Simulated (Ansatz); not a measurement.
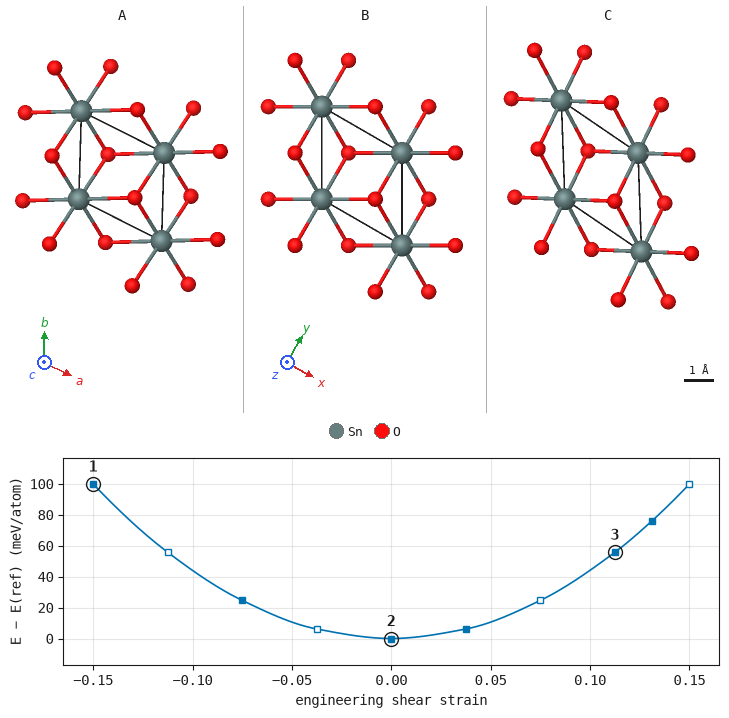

A scan of solid SnO$_{2}$ (P6_3/mmc): the cell is strained in shear in the xy plane, with the atoms kept at their fractional coordinates. x, y and z are the Cartesian axes of the input. The frames are shuffled; the numbered points of the plot belong to them. Hollow markers are points alike by symmetry, not computed again. Style: ball-and-stick. Shown: the cell of the calculation, repeated 1 × 1 × 1 with one cell outlined, along the c axis.

Method: DFT PBE+D3(BJ), scalar-relativistic, plane waves, PAW (Ansatz). (plane-wave cutoff 420 eV; k-point mesh 12 × 12 × 4; occupations gaussian; smearing width 0.05 eV; no spin polarisation). Energies (free energies at the smearing named) are counted from the relaxed crystal.

Q: Which frame belongs to which numbered point?

A: Point 1 is frame C (the strain −0.15, 99.9 meV/atom); 2 is frame B (the strain 0.00, 0.0 meV/atom); 3 is frame A (the strain 0.1125, 55.8 meV/atom). The lowest computed point lies at the strain 0.00 (0.0 meV/atom). The end points stand at 99.9 meV/atom (−0.15) and 99.9 meV/atom (0.15). The distortion takes the space group from P6_3/mmc to P2_1/m. At the strain −0.15 the cell of the drawing goes a 3.212 → 3.221 Å, b 3.212 → 3.422 Å, γ 120.0° → 126.3°.
